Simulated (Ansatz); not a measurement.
```cif
data_structure
_symmetry_space_group_name_H-M 'P 1'
_symmetry_Int_Tables_number 1
_cell_length_a 6.5258
_cell_length_b 6.5258
_cell_length_c 9.3668
_cell_angle_alpha 69.614
_cell_angle_beta 69.614
_cell_angle_gamma 60.000
_cell_volume 316.27
loop_
_atom_site_label
_atom_site_type_symbol
_atom_site_fract_x
_atom_site_fract_y
_atom_site_fract_z
_atom_site_occupancy
C1 C 0.78841 0.93228 0.77440 1
C2 C 0.93153 0.50366 0.77409 1
C3 C 0.50293 0.78938 0.77410 1
C4 C 0.64561 0.36058 0.77445 1
C5 C 0.21724 0.64649 0.77405 1
C6 C 0.35982 0.21761 0.77502 1
C7 C 0.07444 0.07513 0.77400 1
C8 C 0.45531 0.59890 0.77408 1
C9 C 0.59779 0.17003 0.77502 1
C10 C 0.16959 0.45579 0.77444 1
C11 C 0.31240 0.02750 0.77436 1
C12 C 0.88382 0.31319 0.77406 1
C13 C 0.02675 0.88467 0.77396 1
C14 C 0.74100 0.74181 0.77412 1
C15 C 0.97154 0.12309 0.22947 1
C16 C 0.11251 0.70479 0.22141 1
C17 C 0.68045 0.98546 0.22852 1
C18 C 0.82738 0.55910 0.23156 1
C19 C 0.39732 0.84229 0.22604 1
C20 C 0.51903 0.40431 0.26297 1
C21 C 0.25520 0.27114 0.22393 1
C22 C 0.63604 0.79488 0.22854 1
C23 C 0.77437 0.35308 0.26317 1
C24 C 0.34437 0.65671 0.22926 1
C25 C 0.48720 0.21923 0.23145 1
C26 C 0.06442 0.51230 0.22389 1
C27 C 0.20869 0.08031 0.22152 1
C28 C 0.92081 0.93975 0.22605 1
N1 N 0.59801 0.33088 0.40801 1
```

Computed without spin polarisation.

Level of theory: DFT PBE, scalar-relativistic, plane waves, PAW in Ansatz 0.2.0.

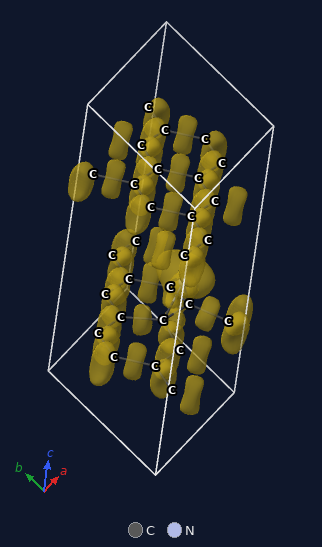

C28N (cell with a defect). Isosurface of the ELF at 0.75 (yellow), seen at an oblique angle. Core shells and regions of very low density are left out. Sticks mark near contacts.

In a PAW calculation such maps are meaningful between the atoms, not at the nuclei.

What do the ELF domains correspond to?

Answer. The surface consists of 42 regions between bonded C–C atoms and one region on N in which the atom's valence shell and bonds are merged, counted in one cell of 29 atoms. Regions shared between cells count once. Along the contacts the grid gives the following. C–C (1.40 Å): the ELF peaks at about 0.95 between the atoms. C–N (1.46 Å): the ELF peaks at about 0.80 between the atoms.
